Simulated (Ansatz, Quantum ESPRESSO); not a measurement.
# Evanescent states of KF, rock salt type, lattice constant set to 5.338 Å, part 2 of 4

How good a tunnel barrier is KF, rock salt type, lattice constant set to 5.338 Å?

Quantum ESPRESSO 7.5; plane-wave DFT, LDA, GBRV ultrasoft pseudopotentials; cross-check by Ansatz 0.2.0 with PAW datasets.

So far. Step 2 (SCF with pw.x): The run needed 11 iterations to bring the estimated error under 1e-09 Ry.

The structure was built from a prototype and need not be the compound's stable phase.

## (3) Complex bands with pwcond.x

Level of this step: complex band structure by pwcond; plane-wave DFT, LDA, GBRV ultrasoft pseudopotentials (Quantum ESPRESSO).

ikind = 0 solves one period of the crystal for all kz, real and complex, at each energy and k across. ewind and epsproj trim the two-dimensional plane-wave basis; nz1 sets the subslabs.

cbs.in

```
&inputcond
  outdir = './out'
  prefixl = 'scf'
  band_file = 'cbs'
  ikind = 0
  ewind = 4.0
  epsproj = 1e-05
  nz1 = 7
  energy0 = 9.9
  denergy = -0.3
/
4
  0.00000000 0.00000000 1.00000000
  0.50000000 0.00000000 1.00000000
  0.50000000 0.50000000 1.00000000
  0.25000000 0.00000000 1.00000000
41
```

On the command line:

```console
$ OMP_NUM_THREADS=1 mpirun -n 2 pwcond.x -in cbs.in > cbs.out
```

The program printed:

```text
[banner, memory and clock lines left out]
Program PWCOND v.7.5 starts

          URL

     ./out/scf.save/

     IMPORTANT: XC functional enforced from input :
     Exchange-correlation= PZ
                           (   1   1   0   0   0   0   0)
     Any further DFT definition will be discarded
     Please, verify this is what you really want

     Reading collected, re-writing distributed wavefunctions

===== INPUT FILE containing the left lead =====

     GEOMETRY:

     lattice parameter (alat)  =       7.1328  a.u.
     the volume                =     513.2185 (a.u.)^3
     the cross section         =      50.8774 (a.u.)^2
     l of the unit cell        =       1.4142 (alat)
     number of atoms/cell      =            4
     number of atomic types    =            2

     crystal axes: (cart. coord. in units of alat)
               a(1) = (  1.0000  0.0000  0.0000 )
               a(2) = (  0.0000  1.0000  0.0000 )
               a(3) = (  0.0000  0.0000  1.4142 )

   Cartesian axes

     site n.     atom                  positions (alat units)
          1        K      tau(  1)=(  0.0000  0.0000  1.4142  )
          2        F      tau(  2)=(  0.5000  0.5000  1.4142  )
          3        K      tau(  3)=(  0.5000  0.5000  0.7071  )
          4        F      tau(  4)=(  0.0000  0.0000  0.7071  )

     nr1s                      =           30
     nr2s                      =           30
     nr3s                      =           45
     nr1sx                     =           30
     nr2sx                     =           30
     nr3sx                     =           45
     nr1                       =           36
     nr2                       =           36
     nr3                       =           45
     nr1x                      =           36
     nr2x                      =           36
     nr3x                      =           45

 _______________________________
  Radii of nonlocal spheres:

     type       ibeta     ang. mom.          radius (alat units)
       K          1         0                    0.2839
       K          2         0                    0.2839
       K          3         1                    0.2839
       K          4         1                    0.2839
       K          5         2                    0.2839
       K          6         2                    0.2839
       F          1         0                    0.1979
       F          2         0                    0.1979
       F          3         1                    0.1979
       F          4         1                    0.1979
----- General information -----

----- Complex band structure calculation -----

     nrx                       =           30
     nry                       =           30
     nz1                       =            7

     energy0               =         9.9E+00
     denergy               =        -3.0E-01
     nenergy               =         41
     ecut2d                =         4.0E+01
     ewind                 =         4.0E+00
     epsproj               =         1.0E-05

     number of k_|| points=    4
                       cryst. coord.
        k(    1) = (   0.0000000   0.0000000), wk =   0.2500000
        k(    2) = (   0.5000000   0.0000000), wk =   0.2500000
        k(    3) = (   0.5000000   0.5000000), wk =   0.2500000
        k(    4) = (   0.2500000   0.0000000), wk =   0.2500000
----- Information about left lead -----

     nocros                   =           26
     noins                    =           26
     norb                     =           78
     norbf                    =           78
     nrz                      =           45

      iorb      type   ibeta   ang. mom.   m       position (alat)
        1        1       1        0        1   taunew(   1)=(  0.0000  0.0000  0.0000)
        2        1       2        0        1   taunew(   2)=(  0.0000  0.0000  0.0000)
        3        1       3        1        1   taunew(   3)=(  0.0000  0.0000  0.0000)
        4        1       3        1        2   taunew(   4)=(  0.0000  0.0000  0.0000)
        5        1       3        1        3   taunew(   5)=(  0.0000  0.0000  0.0000)
        6        1       4        1        1   taunew(   6)=(  0.0000  0.0000  0.0000)
        7        1       4        1        2   taunew(   7)=(  0.0000  0.0000  0.0000)
        8        1       4        1        3   taunew(   8)=(  0.0000  0.0000  0.0000)
        9        1       5        2        1   taunew(   9)=(  0.0000  0.0000  0.0000)
       10        1       5        2        2   taunew(  10)=(  0.0000  0.0000  0.0000)
       11        1       5        2        3   taunew(  11)=(  0.0000  0.0000  0.0000)
       12        1       5        2        4   taunew(  12)=(  0.0000  0.0000  0.0000)
       13        1       5        2        5   taunew(  13)=(  0.0000  0.0000  0.0000)
       14        1       6        2        1   taunew(  14)=(  0.0000  0.0000  0.0000)
       15        1       6        2        2   taunew(  15)=(  0.0000  0.0000  0.0000)
       16        1       6        2        3   taunew(  16)=(  0.0000  0.0000  0.0000)
       17        1       6        2        4   taunew(  17)=(  0.0000  0.0000  0.0000)
       18        1       6        2        5   taunew(  18)=(  0.0000  0.0000  0.0000)
       19        2       1        0        1   taunew(  19)=(  0.5000  0.5000  0.0000)
       20        2       2        0        1   taunew(  20)=(  0.5000  0.5000  0.0000)
       21        2       3        1        1   taunew(  21)=(  0.5000  0.5000  0.0000)
       22        2       3        1        2   taunew(  22)=(  0.5000  0.5000  0.0000)
       23        2       3        1        3   taunew(  23)=(  0.5000  0.5000  0.0000)
       24        2       4        1        1   taunew(  24)=(  0.5000  0.5000  0.0000)
       25        2       4        1        2   taunew(  25)=(  0.5000  0.5000  0.0000)
       26        2       4        1        3   taunew(  26)=(  0.5000  0.5000  0.0000)
       27        1       1        0        1   taunew(  27)=(  0.5000  0.5000  0.7071)
       28        1       2        0        1   taunew(  28)=(  0.5000  0.5000  0.7071)
       29        1       3        1        1   taunew(  29)=(  0.5000  0.5000  0.7071)
       30        1       3        1        2   taunew(  30)=(  0.5000  0.5000  0.7071)
       31        1       3        1        3   taunew(  31)=(  0.5000  0.5000  0.7071)
       32        1       4        1        1   taunew(  32)=(  0.5000  0.5000  0.7071)
       33        1       4        1        2   taunew(  33)=(  0.5000  0.5000  0.7071)
       34        1       4        1        3   taunew(  34)=(  0.5000  0.5000  0.7071)
[...]
61        1       5        2        1   taunew(  61)=(  0.0000  0.0000  1.4142)
       62        1       5        2        2   taunew(  62)=(  0.0000  0.0000  1.4142)
       63        1       5        2        3   taunew(  63)=(  0.0000  0.0000  1.4142)
       64        1       5        2        4   taunew(  64)=(  0.0000  0.0000  1.4142)
       65        1       5        2        5   taunew(  65)=(  0.0000  0.0000  1.4142)
       66        1       6        2        1   taunew(  66)=(  0.0000  0.0000  1.4142)
       67        1       6        2        2   taunew(  67)=(  0.0000  0.0000  1.4142)
       68        1       6        2        3   taunew(  68)=(  0.0000  0.0000  1.4142)
       69        1       6        2        4   taunew(  69)=(  0.0000  0.0000  1.4142)
       70        1       6        2        5   taunew(  70)=(  0.0000  0.0000  1.4142)
       71        2       1        0        1   taunew(  71)=(  0.5000  0.5000  1.4142)
       72        2       2        0        1   taunew(  72)=(  0.5000  0.5000  1.4142)
       73        2       3        1        1   taunew(  73)=(  0.5000  0.5000  1.4142)
       74        2       3        1        2   taunew(  74)=(  0.5000  0.5000  1.4142)
       75        2       3        1        3   taunew(  75)=(  0.5000  0.5000  1.4142)
       76        2       4        1        1   taunew(  76)=(  0.5000  0.5000  1.4142)
       77        2       4        1        2   taunew(  77)=(  0.5000  0.5000  1.4142)
       78        2       4        1        3   taunew(  78)=(  0.5000  0.5000  1.4142)
    k slab    z(k)  z(k+1)     crossing(iorb=1,norb)
    1   0.0000 0.0314 0.0314   111111111111111111111111110000000000000000000000000000000000000000000000000000
    2   0.0314 0.0629 0.0314   111111111111111111111111110000000000000000000000000000000000000000000000000000
    3   0.0629 0.0943 0.0314   111111111111111111111111110000000000000000000000000000000000000000000000000000
    4   0.0943 0.1257 0.0314   111111111111111111111111110000000000000000000000000000000000000000000000000000
    5   0.1257 0.1571 0.0314   111111111111111111111111110000000000000000000000000000000000000000000000000000
    6   0.1571 0.1886 0.0314   111111111111111111111111110000000000000000000000000000000000000000000000000000
    7   0.1886 0.2200 0.0314   111111111111111111111111110000000000000000000000000000000000000000000000000000
    8   0.2200 0.2514 0.0314   111111111111111111000000000000000000000000000000000000000000000000000000000000
    9   0.2514 0.2828 0.0314   111111111111111111000000000000000000000000000000000000000000000000000000000000
   10   0.2828 0.3143 0.0314   111111111111111111000000000000000000000000000000000000000000000000000000000000
   11   0.3143 0.3457 0.0314   000000000000000000000000000000000000000000000000000000000000000000000000000000
   12   0.3457 0.3771 0.0314   000000000000000000000000000000000000000000000000000000000000000000000000000000
   13   0.3771 0.4086 0.0314   000000000000000000000000000000000000000000000000000000000000000000000000000000
   14   0.4086 0.4400 0.0314   000000000000000000000000001111111111111111110000000000000000000000000000000000
   15   0.4400 0.4714 0.0314   000000000000000000000000001111111111111111110000000000000000000000000000000000
   16   0.4714 0.5028 0.0314   000000000000000000000000001111111111111111110000000000000000000000000000000000
   17   0.5028 0.5343 0.0314   000000000000000000000000001111111111111111111111111100000000000000000000000000
   18   0.5343 0.5657 0.0314   000000000000000000000000001111111111111111111111111100000000000000000000000000
   19   0.5657 0.5971 0.0314   000000000000000000000000001111111111111111111111111100000000000000000000000000
   20   0.5971 0.6285 0.0314   000000000000000000000000001111111111111111111111111100000000000000000000000000
   21   0.6285 0.6600 0.0314   000000000000000000000000001111111111111111111111111100000000000000000000000000
   22   0.6600 0.6914 0.0314   000000000000000000000000001111111111111111111111111100000000000000000000000000
   23   0.6914 0.7228 0.0314   000000000000000000000000001111111111111111111111111100000000000000000000000000
   24   0.7228 0.7542 0.0314   000000000000000000000000001111111111111111111111111100000000000000000000000000
   25   0.7542 0.7857 0.0314   000000000000000000000000001111111111111111111111111100000000000000000000000000
   26   0.7857 0.8171 0.0314   000000000000000000000000001111111111111111111111111100000000000000000000000000
   27   0.8171 0.8485 0.0314   000000000000000000000000001111111111111111111111111100000000000000000000000000
   28   0.8485 0.8800 0.0314   000000000000000000000000001111111111111111111111111100000000000000000000000000
   29   0.8800 0.9114 0.0314   000000000000000000000000001111111111111111111111111100000000000000000000000000
   30   0.9114 0.9428 0.0314   000000000000000000000000001111111111111111110000000000000000000000000000000000
   31   0.9428 0.9742 0.0314   000000000000000000000000001111111111111111110000000000000000000000000000000000
   32   0.9742 1.0057 0.0314   000000000000000000000000001111111111111111110000000000000000000000000000000000
   33   1.0057 1.0371 0.0314   000000000000000000000000000000000000000000000000000000000000000000000000000000
   34   1.0371 1.0685 0.0314   000000000000000000000000000000000000000000000000000000000000000000000000000000
   35   1.0685 1.0999 0.0314   000000000000000000000000000000000000000000000000000000000000000000000000000000
   36   1.0999 1.1314 0.0314   000000000000000000000000000000000000000000000000000011111111111111111100000000
   37   1.1314 1.1628 0.0314   000000000000000000000000000000000000000000000000000011111111111111111100000000
   38   1.1628 1.1942 0.0314   000000000000000000000000000000000000000000000000000011111111111111111100000000
   39   1.1942 1.2257 0.0314   000000000000000000000000000000000000000000000000000011111111111111111111111111
   40   1.2257 1.2571 0.0314   000000000000000000000000000000000000000000000000000011111111111111111111111111
   41   1.2571 1.2885 0.0314   000000000000000000000000000000000000000000000000000011111111111111111111111111
   42   1.2885 1.3199 0.0314   000000000000000000000000000000000000000000000000000011111111111111111111111111
   43   1.3199 1.3514 0.0314   000000000000000000000000000000000000000000000000000011111111111111111111111111
   44   1.3514 1.3828 0.0314   000000000000000000000000000000000000000000000000000011111111111111111111111111
   45   1.3828 1.4142 0.0314   000000000000000000000000000000000000000000000000000011111111111111111111111111
 ngper, shell number =          161          25
 ngper, n2d =          161          87
---  E-Ef =    9.9000000  k =    0.0000000   0.0000000
---  ie =          1  ik =          1
 Nchannels of the left tip =            2
 Right moving states:
   k1(2pi/a)   k2(2pi/a)   E-Ef (eV)
  -0.1061167  -0.0000000   9.9000000
  -0.2634503   0.0000000   9.9000000
 Left moving states:
   k1(2pi/a)   k2(2pi/a)   E-Ef (eV)
   0.1061167  -0.0000000   9.9000000
   0.2634503   0.0000000   9.9000000

---  E-Ef =    9.6000000  k =    0.0000000   0.0000000
---  ie =          2  ik =          1
 Nchannels of the left tip =            2
 Right moving states:
   k1(2pi/a)   k2(2pi/a)   E-Ef (eV)
  -0.1695727  -0.0000000   9.6000000
  -0.3357457   0.0000000   9.6000000
 Left moving states:
   k1(2pi/a)   k2(2pi/a)   E-Ef (eV)
   0.1695727  -0.0000000   9.6000000
   0.3357457   0.0000000   9.6000000
[... further energies and points left out ...]
---  E-Ef =   -1.8000000  k =    0.2500000   0.0000000
---  ie =         40  ik =          4
 Nchannels of the left tip =            0
 Right moving states:
   k1(2pi/a)   k2(2pi/a)   E-Ef (eV)
 Left moving states:
   k1(2pi/a)   k2(2pi/a)   E-Ef (eV)

---  E-Ef =   -2.1000000  k =    0.2500000   0.0000000
---  ie =         41  ik =          4
 Nchannels of the left tip =            0
 Right moving states:
   k1(2pi/a)   k2(2pi/a)   E-Ef (eV)
 Left moving states:
   k1(2pi/a)   k2(2pi/a)   E-Ef (eV)

Note: The following floating-point exceptions are signalling: IEEE_UNDERFLOW_FLAG IEEE_DENORMAL
Note: The following floating-point exceptions are signalling: IEEE_UNDERFLOW_FLAG IEEE_DENORMAL
```

Wall time 77 s (2 MPI ranks of Intel Xeon Platinum 8375C at 2.90GHz (Ice Lake), shared host); peak memory 0.14 GiB.

This step gave:

```
peak of the smallest κ at the zone centre : 0.456 Å⁻¹
energy of the peak at the zone centre     : 2.7 eV
peak of the smallest κ at (1/2, 0)        : 0.605 Å⁻¹
peak of the smallest κ at (1/2, 1/2)      : 0.611 Å⁻¹
peak of the smallest κ at (1/4, 0)        : 0.513 Å⁻¹
```

K across = (0, 0) in the cell's reciprocal vectors; values within 0.0025 1/Å of each other count once, columns are sorted by size at each energy, a dash where no further value was kept. Table of Im kz of the slowest decaying states by energy, zero at the highest filled level of the SCF mesh:

```
energy (eV)  decay 1 (Å⁻¹)  decay 2 (Å⁻¹)  decay 3 (Å⁻¹)
      -2.10          0.557           1.20           1.70
      -1.20          0.417           1.06           1.62
      -0.30          0.756           1.54           1.59
       0.00          0.052          0.276          0.582
       0.60          0.326          0.461          0.785
       1.50          0.425          0.575          0.897
       2.40          0.455          0.635          0.925
       3.30          0.446           0.67          0.923
       4.50          0.373          0.691          0.892
       5.40          0.229          0.693          0.853
       6.30          0.686          0.713            0.8
       7.20          0.482          0.668          0.732
       8.10          0.639          0.645          0.805
       9.00          0.528          0.597          0.732
       9.90          0.351          0.537          0.652
```

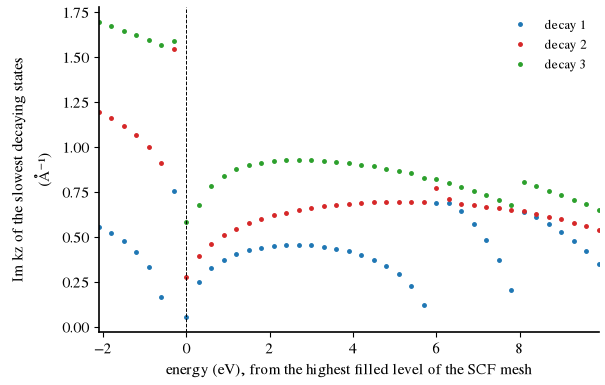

Im kz of the slowest decaying states against energy.

K across = (0, 0) in the cell's reciprocal vectors. The Re kz of states that move upwards by energy, zero at the highest filled level of the SCF mesh:

```
energy (eV)  channel 1 (Å⁻¹)  channel 2 (Å⁻¹)
      -0.90                -                -
       0.00         -0.00445                -
       0.90                -                -
       2.10                -                -
       3.00                -                -
       3.90                -                -
       5.10                -                -
       6.00            0.167                -
       6.90            0.429                -
       8.10           -0.497            0.237
       9.00           -0.568           -0.323
```

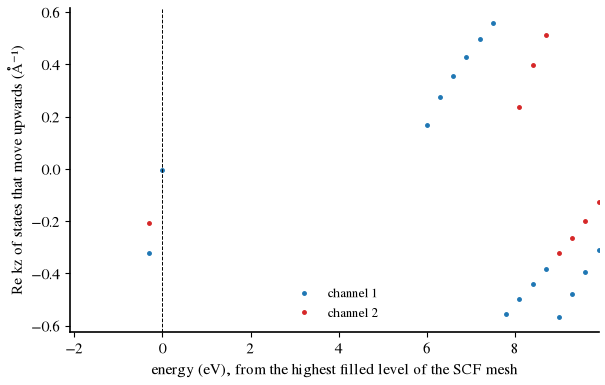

Re kz of states that move upwards, plotted against energy.

K across = (1/2, 0) in the cell's reciprocal vectors; values within 0.0025 1/Å of each other count once, columns are sorted by size at each energy, a dash where no further value was kept. The Im kz of the slowest decaying states by energy, zero at the highest filled level of the SCF mesh:

```
energy (eV)  decay 1 (Å⁻¹)  decay 2 (Å⁻¹)  decay 3 (Å⁻¹)
      -2.10          0.532           1.03           1.11
      -0.90          0.162          0.726          0.862
       0.00          0.226          0.753           1.97
       0.90          0.467          0.903          0.956
       2.10          0.562          0.964           1.03
       3.00          0.592          0.977           1.05
       3.90          0.604          0.974           1.05
       5.10          0.597          0.955           1.04
       6.00          0.575          0.937           1.01
       6.90          0.535          0.935          0.984
       8.10          0.433          0.892          0.936
       9.00          0.383          0.896          0.933
```

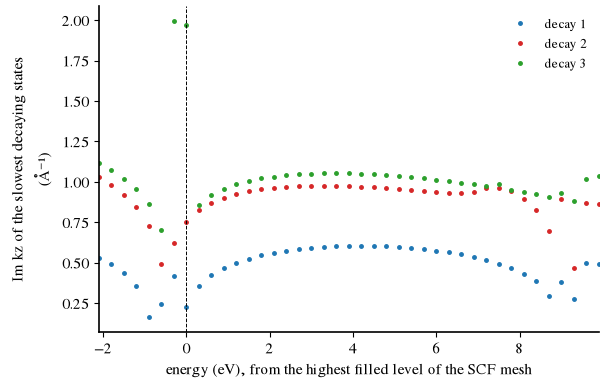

Im kz of the slowest decaying states against energy.

K across = (1/2, 1/2) in the cell's reciprocal vectors; values within 0.0025 1/Å of each other count once, columns are sorted by size at each energy, a dash where no further value was kept. Im kz of the slowest decaying states against energy, zero at the highest filled level of the SCF mesh:

```
energy (eV)  decay 1 (Å⁻¹)  decay 2 (Å⁻¹)  decay 3 (Å⁻¹)
      -2.10          0.573           1.15           2.14
      -0.90          0.369          0.932           2.06
       0.00          0.137          0.293          0.865
       0.90          0.449          0.713           1.13
       2.10          0.558          0.769           1.25
       3.00          0.594          0.758           1.29
       3.90          0.609          0.722           1.32
       5.10          0.607          0.641           1.33
       6.00          0.551           0.59           1.34
       6.90          0.418          0.558           1.34
       8.10          0.486           1.29           1.35
       9.00          0.394           1.19           1.43
```

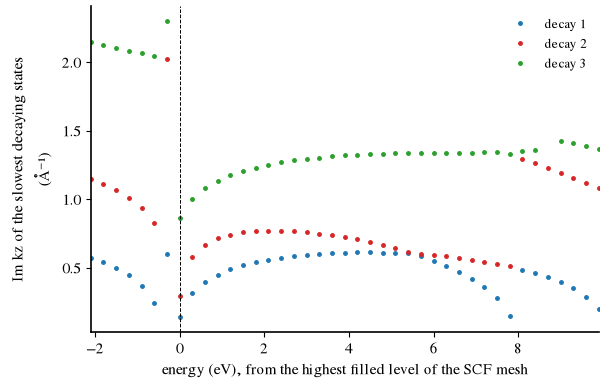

Im kz of the slowest decaying states against energy.

K across = (1/4, 0) in the cell's reciprocal vectors; values within 0.0025 1/Å of each other count once, columns are sorted by size at each energy, a dash where no further value was kept. The Im kz of the slowest decaying states by energy, zero at the highest filled level of the SCF mesh:

```
energy (eV)  decay 1 (Å⁻¹)  decay 2 (Å⁻¹)  decay 3 (Å⁻¹)
      -2.10          0.547           1.10           1.15
      -1.50           0.46           1.01           1.07
      -0.60          0.724          0.819           1.71
       0.00          0.122          0.282            0.6
       0.60          0.367          0.456          0.826
       1.50          0.467          0.564          0.903
       2.10          0.496          0.605          0.922
       2.70           0.51          0.633          0.927
       3.60          0.509          0.659          0.919
       4.20          0.494          0.668          0.905
       5.10          0.446          0.671          0.874
       5.70          0.389          0.668          0.846
       6.30          0.293          0.659          0.812
       7.20          0.632          0.746          0.777
       7.80          0.571          0.663          0.688
       8.40          0.353          0.613          0.697
       9.30          0.037          0.445          0.559
       9.90          0.084          0.494          0.516
```

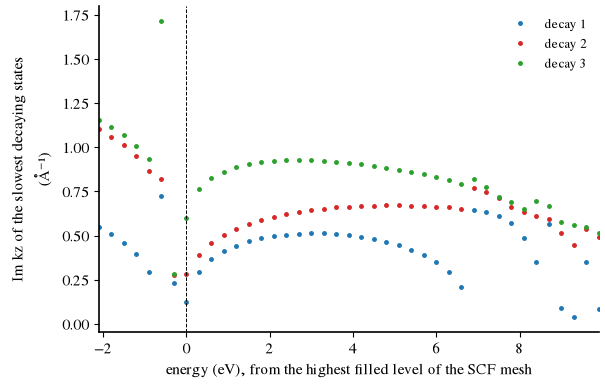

Im kz of the slowest decaying states, plotted against energy.

The program's own clock; routines nest. Time by routine:

```
     routine  wall time (s)  calls
      PWCOND          76.36      1
scatter_forw          45.87    164
      compbs          29.08    164
    compbs_2          27.71    164
       local           0.89      4
        init           0.51      1
       poten           0.07      1
```

(Part 2 of 4 ends here.)

[Logs are printed without paths, hosts, clocks, repeated set-up lines and the standing remarks that a program may print on its own settings, such as how far it seeks lower states.]

[Hosts, paths, dates, database ids (printed as entryN), source tags and the programs' standing remarks are cut or masked in the printed files.]

[Maps of the electrostatic potential energy from Ansatz leave out the sawtooth potential of an applied field or a dipole correction, so their vacuum need not be flat; planar profiles and work functions include it.]
